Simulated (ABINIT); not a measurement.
# KCl: G0W0 calculation (part 3 of 3)

The same run, continued: KCl (Fm-3m, 2 atoms in the cell); Kohn-Sham DFT of a periodic cell, LDA, PseudoDojo NC SR LDA v0.4.1 standard, G0W0, no spin polarisation (ABINIT 10.8.3); cutoff 979.61 eV, 4×4×4 k-mesh, fixed occupations. The structure derives from an entry of the Crystallography Open Database.

Geometry of the input (Å; fractional positions):
```
0.0000  3.1465  3.1465
3.1465  0.0000  3.1465
3.1465  3.1465  0.0000
K  0.0000  0.0000  0.0000
Cl 0.5000  0.5000  0.5000
```

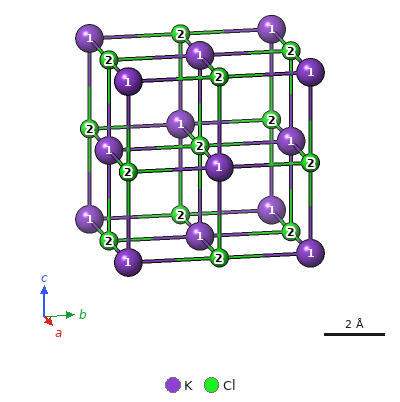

Fig. 1: The structure as given in the input (ball-and-stick view of the cell 4 times as large as that of the calculation, set on its symmetry axes, seen slightly off an axis; atoms are numbered from 1 in the order of the input).

Output, continued
```
 vcoul_init : cutoff-mode = AUXILIARY_FUNCTION
 q-points for optical limit:   1
     1)      0.000010    0.000020    0.000030

 Number of electrons calculated from density =   15.9997; Expected =   16.0000
 average of density, n =  0.038055
 r_s =    1.8443
 omega_plasma =   18.8175 [eV]

 calculating chi0 at frequencies [eV] :
  1    0.000000E+00    0.000000E+00
  2    0.000000E+00    1.881754E+01

--------------------------------------------------------------------------------
  q-point number  1        q = ( 0.000000, 0.000000, 0.000000) [r.l.u.]
--------------------------------------------------------------------------------
 For q-point:  0.000010 0.000020 0.000030
  dielectric constant =   2.2809
  dielectric constant without local fields =   2.6981

  Average fulfillment of the sum rule on Im[epsilon] for q-point    1 :     97.85  [%]
--------------------------------------------------------------------------------
  q-point number  2        q = ( 0.250000, 0.000000, 0.000000) [r.l.u.]
--------------------------------------------------------------------------------
  Average fulfillment of the sum rule on Im[epsilon] for q-point    2 :     94.21  [%]

--------------------------------------------------------------------------------
  q-point number  3        q = ( 0.500000, 0.000000, 0.000000) [r.l.u.]
--------------------------------------------------------------------------------
  Average fulfillment of the sum rule on Im[epsilon] for q-point    3 :     95.54  [%]

--------------------------------------------------------------------------------
  q-point number  4        q = ( 0.250000, 0.250000, 0.000000) [r.l.u.]
--------------------------------------------------------------------------------
  Average fulfillment of the sum rule on Im[epsilon] for q-point    4 :     94.60  [%]

--------------------------------------------------------------------------------
  q-point number  5        q = ( 0.500000, 0.250000, 0.000000) [r.l.u.]
--------------------------------------------------------------------------------
  Average fulfillment of the sum rule on Im[epsilon] for q-point    5 :     95.71  [%]

--------------------------------------------------------------------------------
  q-point number  6        q = (-0.250000, 0.250000, 0.000000) [r.l.u.]
--------------------------------------------------------------------------------
  Average fulfillment of the sum rule on Im[epsilon] for q-point    6 :     95.40  [%]

--------------------------------------------------------------------------------
  q-point number  7        q = ( 0.500000, 0.500000, 0.000000) [r.l.u.]
--------------------------------------------------------------------------------
  Average fulfillment of the sum rule on Im[epsilon] for q-point    7 :     95.96  [%]

--------------------------------------------------------------------------------
  q-point number  8        q = (-0.250000, 0.500000, 0.250000) [r.l.u.]
--------------------------------------------------------------------------------
  Average fulfillment of the sum rule on Im[epsilon] for q-point    8 :     95.92  [%]

================================================================================
== DATASET  4 ==================================================================

--- !DatasetInfo
iteration_state: {dtset: 4, }
dimensions: {natom: 2, nkpt: 8, mband: 68, nsppol: 1, nspinor: 1, nspden: 1, mpw: 4348, }
cutoff_energies: {ecut:  36.0, pawecutdg:  -1.0, }
electrons: {nelect:   1.60000000E+01, charge:   0.00000000E+00, occopt:   1.00000000E+00, tsmear:   1.00000000E-02, }
meta: {optdriver: 4, gwcalctyp: 0, }
...

 mkfilename : getwfk/=0, take file _WFK from output of DATASET   2.

 mkfilename : getscr/=0, take file _SCR from output of DATASET   3.

 Exchange-correlation functional for the present dataset will be:
  LDA: Perdew-Wang 92 LSD fit to Ceperley-Alder data - ixc=7
  J.P.Perdew and Y.Wang, PRB 45, 13244 (1992)

 SIGMA: Calculation of the GW corrections

 Based on a program developped by R.W. Godby, V. Olevano, G. Onida, and L. Reining.
 Incorporated in ABINIT by V. Olevano, G.-M. Rignanese, and M. Torrent.

 Real(R)+Recip(G) space primitive vectors, cartesian coordinates (Bohr,Bohr^-1):
 R(1)=  0.0000000  5.9459666  5.9459666  G(1)= -0.0840906  0.0840906  0.0840906
 R(2)=  5.9459666  0.0000000  5.9459666  G(2)=  0.0840906 -0.0840906  0.0840906
 R(3)=  5.9459666  5.9459666  0.0000000  G(3)=  0.0840906  0.0840906 -0.0840906
 Unit cell volume ucvol=  4.2043357E+02 bohr^3
 Angles (23,13,12)=  6.00000000E+01  6.00000000E+01  6.00000000E+01 degrees

--- Pseudopotential description ------------------------------------------------
- pspini: atom type   1  psp file is ./K.upf
  19.00000   9.00000  180309                  znucl, zion, pspdat
12 -1012 2 -1 2170                            pspcod,pspxc,lmax,lloc,mmax
     nproj     2     2     2

- pspini: atom type   2  psp file is ./Cl.upf
  17.00000   7.00000  180309                  znucl, zion, pspdat
12 -1012 2 -1 1016                            pspcod,pspxc,lmax,lloc,mmax
     nproj     2     2     2

--------------------------------------------------------------------------------

 ==== K-mesh for the wavefunctions ====
 Number of points in the irreducible wedge :     8
 Reduced coordinates and weights :

     1)     0.00000000E+00  0.00000000E+00  0.00000000E+00       0.01563
     2)     2.50000000E-01  0.00000000E+00  0.00000000E+00       0.12500
     3)     5.00000000E-01  0.00000000E+00  0.00000000E+00       0.06250
     4)     2.50000000E-01  2.50000000E-01  0.00000000E+00       0.09375
     5)     5.00000000E-01  2.50000000E-01  0.00000000E+00       0.37500
     6)    -2.50000000E-01  2.50000000E-01  0.00000000E+00       0.18750
     7)     5.00000000E-01  5.00000000E-01  0.00000000E+00       0.04688
     8)    -2.50000000E-01  5.00000000E-01  2.50000000E-01       0.09375

 Together with 48 symmetry operations and time-reversal symmetry
 yields    64 points in the full Brillouin Zone.

 ==== Q-mesh for screening function ====
 Number of points in the irreducible wedge :     8
 Reduced coordinates and weights :

     1)     0.00000000E+00  0.00000000E+00  0.00000000E+00       0.01563
     2)     2.50000000E-01  0.00000000E+00  0.00000000E+00       0.12500
     3)     5.00000000E-01  0.00000000E+00  0.00000000E+00       0.06250
     4)     2.50000000E-01  2.50000000E-01  0.00000000E+00       0.09375
     5)     5.00000000E-01  2.50000000E-01  0.00000000E+00       0.37500
     6)    -2.50000000E-01  2.50000000E-01  0.00000000E+00       0.18750
     7)     5.00000000E-01  5.00000000E-01  0.00000000E+00       0.04688
     8)    -2.50000000E-01  5.00000000E-01  2.50000000E-01       0.09375

 Together with 48 symmetry operations and time-reversal symmetry
 yields    64 points in the full Brillouin Zone.

 vcoul_init : cutoff-mode = AUXILIARY_FUNCTION
 q-points for optical limit:   1
     1)      0.000010    0.000020    0.000030
 setmesh: FFT mesh size selected  =    45x   45x   45
          total number of points  =        91125

 Number of electrons calculated from density =   16.0000; Expected =   16.0000
 average of density, n =  0.038056
 r_s =    1.8443
 omega_plasma =   18.8177 [eV]

 === KS Band Gaps ===
  >>>> For spin  1
   Minimum direct gap =   4.7443 [eV], located at k-point      :   0.0000  0.0000  0.0000
   Fundamental gap    =   4.7443 [eV], Top of valence bands at :   0.0000  0.0000  0.0000
                                       Bottom of conduction at :   0.0000  0.0000  0.0000
 SIGMA fundamental parameters:
 PLASMON POLE MODEL  1
 number of plane-waves for SigmaX                 4285
 number of plane-waves for SigmaC and W            169
 number of plane-waves for wavefunctions          4285
 number of bands                                    68
 number of independent spin polarizations            1
 number of spinorial components                      1
 number of k-points in IBZ                           8
 number of q-points in IBZ                           8
 number of symmetry operations                      48
 number of k-points in BZ                           64
 number of q-points in BZ                           64
 number of frequencies for dSigma/dE                 9
 frequency step for dSigma/dE [eV]                0.25
 number of omega for Sigma on real axis              0
 max omega for Sigma on real axis  [eV]           0.00
 zcut for avoiding poles [eV]                     0.10

 EPSILON^-1 parameters (SCR file):
 dimension of the eps^-1 matrix on file            169
 dimension of the eps^-1 matrix used               169
 number of plane-waves for wavefunctions          2085
 number of bands                                    68
 number of q-points in IBZ                           8
 number of frequencies                               2
 number of real frequencies                          1
 number of imag frequencies                          1

 matrix elements of self-energy operator (all in [eV])

 Perturbative Calculation

--- !SelfEnergy_ee
iteration_state: {dtset: 4, }
kpoint     : [   0.000,    0.000,    0.000, ]
spin       : 1
KS_gap     :    4.744
QP_gap     :    8.011
Delta_QP_KS:    3.267
data: !SigmaeeData |
     Band     E0 <VxcDFT>   SigX SigC(E0)      Z dSigC/dE  Sig(E)    E-E0       E
        6  -0.468 -13.998 -18.567   1.956   0.805  -0.242 -16.102  -2.104  -2.572
        7  -0.468 -13.998 -18.567   1.956   0.805  -0.242 -16.102  -2.104  -2.572
        8  -0.468 -13.998 -18.567   1.956   0.805  -0.242 -16.102  -2.104  -2.572
        9   4.277  -7.638  -3.369  -2.930   0.869  -0.151  -6.474   1.163   5.440
       10   7.608  -9.249  -3.973  -3.112   0.866  -0.155  -7.375   1.874   9.482
       11   7.608  -9.249  -3.973  -3.112   0.866  -0.155  -7.375   1.874   9.482
       12   7.608  -9.249  -3.973  -3.112   0.866  -0.155  -7.375   1.874   9.482
...

--- !SelfEnergy_ee
iteration_state: {dtset: 4, }
kpoint     : [   0.250,    0.000,    0.000, ]
spin       : 1
KS_gap     :    6.212
QP_gap     :    9.480
Delta_QP_KS:    3.268
data: !SigmaeeData |
     Band     E0 <VxcDFT>   SigX SigC(E0)      Z dSigC/dE  Sig(E)    E-E0       E
        7  -0.647 -13.751 -18.329   1.967   0.805  -0.242 -15.852  -2.102  -2.749
        8  -0.647 -13.751 -18.329   1.967   0.805  -0.242 -15.852  -2.102  -2.749
        9   5.565  -8.297  -3.967  -2.979   0.863  -0.159  -7.131   1.166   6.731
       10   7.358  -8.741  -3.809  -3.074   0.863  -0.158  -7.138   1.603   8.961
...

--- !SelfEnergy_ee
iteration_state: {dtset: 4, }
kpoint     : [   0.500,    0.000,    0.000, ]
spin       : 1
KS_gap     :    7.521
QP_gap     :   10.812
Delta_QP_KS:    3.291
data: !SigmaeeData |
     Band     E0 <VxcDFT>   SigX SigC(E0)      Z dSigC/dE  Sig(E)    E-E0       E
        7  -0.813 -13.540 -18.138   1.984   0.805  -0.243 -15.644  -2.104  -2.918
        8  -0.813 -13.540 -18.138   1.984   0.805  -0.243 -15.644  -2.104  -2.918
        9   6.707  -7.523  -3.190  -2.965   0.868  -0.152  -6.336   1.187   7.894
       10   7.788  -9.752  -4.757  -3.237   0.850  -0.176  -8.256   1.495   9.283
...

--- !SelfEnergy_ee
iteration_state: {dtset: 4, }
kpoint     : [   0.250,    0.250,    0.000, ]
spin       : 1
KS_gap     :    6.373
QP_gap     :    9.740
Delta_QP_KS:    3.367
data: !SigmaeeData |
     Band     E0 <VxcDFT>   SigX SigC(E0)      Z dSigC/dE  Sig(E)    E-E0       E
        7  -0.605 -13.831 -18.425   1.966   0.805  -0.242 -15.948  -2.117  -2.722
        8  -0.605 -13.831 -18.425   1.966   0.805  -0.242 -15.948  -2.117  -2.722
        9   5.769  -8.422  -3.945  -3.027   0.862  -0.160  -7.172   1.250   7.019
       10   6.431  -8.116  -3.341  -2.954   0.870  -0.150  -6.532   1.584   8.015
...

--- !SelfEnergy_ee
iteration_state: {dtset: 4, }
kpoint     : [   0.500,    0.250,    0.000, ]
spin       : 1
KS_gap     :    7.322
QP_gap     :   10.906
Delta_QP_KS:    3.585
data: !SigmaeeData |
     Band     E0 <VxcDFT>   SigX SigC(E0)      Z dSigC/dE  Sig(E)    E-E0       E
        7  -0.891 -13.444 -18.068   1.985   0.805  -0.242 -15.569  -2.125  -3.016
        8  -0.758 -13.647 -18.261   1.983   0.805  -0.242 -15.765  -2.119  -2.877
        9   6.564  -8.127  -3.474  -2.962   0.867  -0.154  -6.661   1.466   8.030
       10   7.431  -8.910  -4.151  -3.162   0.856  -0.168  -7.543   1.367   8.798
...

--- !SelfEnergy_ee
iteration_state: {dtset: 4, }
kpoint     : [  -0.250,    0.250,    0.000, ]
spin       : 1
KS_gap     :    7.569
QP_gap     :   10.951
Delta_QP_KS:    3.382
data: !SigmaeeData |
     Band     E0 <VxcDFT>   SigX SigC(E0)      Z dSigC/dE  Sig(E)    E-E0       E
        7  -0.816 -13.522 -18.132   1.970   0.806  -0.241 -15.650  -2.128  -2.944
        8  -0.799 -13.572 -18.173   1.984   0.805  -0.243 -15.678  -2.106  -2.904
        9   6.770  -8.622  -4.058  -3.078   0.859  -0.164  -7.345   1.276   8.047
       10   7.310  -8.575  -3.783  -3.052   0.862  -0.160  -7.075   1.499   8.809
...

--- !SelfEnergy_ee
iteration_state: {dtset: 4, }
kpoint     : [   0.500,    0.500,    0.000, ]
spin       : 1
KS_gap     :    6.402
QP_gap     :   10.018
Delta_QP_KS:    3.615
data: !SigmaeeData |
     Band     E0 <VxcDFT>   SigX SigC(E0)      Z dSigC/dE  Sig(E)    E-E0       E
        7  -0.702 -13.754 -18.386   1.983   0.805  -0.242 -15.888  -2.134  -2.836
        8  -0.702 -13.754 -18.386   1.983   0.805  -0.242 -15.888  -2.134  -2.836
        9   5.700  -7.753  -3.191  -2.862   0.872  -0.147  -6.271   1.482   7.181
       10   7.492  -8.706  -3.714  -3.199   0.864  -0.157  -7.157   1.549   9.041
...

--- !SelfEnergy_ee
iteration_state: {dtset: 4, }
kpoint     : [  -0.250,    0.500,    0.250, ]
spin       : 1
KS_gap     :    8.187
QP_gap     :   11.834
Delta_QP_KS:    3.646
data: !SigmaeeData |
     Band     E0 <VxcDFT>   SigX SigC(E0)      Z dSigC/dE  Sig(E)    E-E0       E
        7  -0.971 -13.358 -18.010   1.986   0.806  -0.241 -15.507  -2.149  -3.120
        8  -0.971 -13.358 -18.010   1.986   0.806  -0.241 -15.507  -2.149  -3.120
        9   7.217  -8.605  -3.821  -3.047   0.862  -0.160  -7.107   1.498   8.714
       10   7.217  -8.605  -3.821  -3.047   0.862  -0.160  -7.107   1.498   8.714
...

 New Fermi energy :        8.182860E-02 Ha ,    2.226670E+00 eV

 === QP Band Gaps ===
  >>>> For spin  1
   Minimum direct gap =   8.0113 [eV], located at k-point      :   0.0000  0.0000  0.0000
   Fundamental gap    =   8.0113 [eV], Top of valence bands at :   0.0000  0.0000  0.0000
                                       Bottom of conduction at :   0.0000  0.0000  0.0000

== END DATASET(S) ==============================================================
================================================================================

 -outvars: echo values of variables after computation  --------
            acell      1.8897261259E+00  1.8897261259E+00  1.8897261259E+00 Bohr
           etotal1    -4.6465025239E+01
           etotal3     0.0000000000E+00
           etotal4     0.0000000000E+00
            fcart1    -0.0000000000E+00 -0.0000000000E+00 -0.0000000000E+00
                      -0.0000000000E+00 -0.0000000000E+00 -0.0000000000E+00
            fcart3     0.0000000000E+00  0.0000000000E+00  0.0000000000E+00
                       0.0000000000E+00  0.0000000000E+00  0.0000000000E+00
            fcart4     0.0000000000E+00  0.0000000000E+00  0.0000000000E+00
                       0.0000000000E+00  0.0000000000E+00  0.0000000000E+00
            rprim      0.0000000000E+00  3.1464700000E+00  3.1464700000E+00
                       3.1464700000E+00  0.0000000000E+00  3.1464700000E+00
                       3.1464700000E+00  3.1464700000E+00  0.0000000000E+00
           strten1     6.7032340233E-05  6.7032340233E-05  6.7032340233E-05
                       0.0000000000E+00  0.0000000000E+00  0.0000000000E+00
           strten3     0.0000000000E+00  0.0000000000E+00  0.0000000000E+00
                       0.0000000000E+00  0.0000000000E+00  0.0000000000E+00
           strten4     0.0000000000E+00  0.0000000000E+00  0.0000000000E+00
                       0.0000000000E+00  0.0000000000E+00  0.0000000000E+00
           xangst      0.0000000000E+00  0.0000000000E+00  0.0000000000E+00
                       3.1464700000E+00  3.1464700000E+00  3.1464700000E+00
             xred      0.0000000000E+00  0.0000000000E+00  0.0000000000E+00
                       5.0000000000E-01  5.0000000000E-01  5.0000000000E-01
 Calculation completed.
```

Summary

- outcome: converged
- space group (tolerance 0.01 Å): Fm-3m (225)
- electrons treated: 16
- quasiparticle gap: 8.01 eV
- gap on the k-point mesh: 4.74 eV
- hardware: 1 thread of Arm Neoverse V2, 24 GiB of memory available, shared host
- wall time: 2.7 min
- peak memory: 0.38 GiB

Points of doubt noted for this run: k mesh coarse for many body.
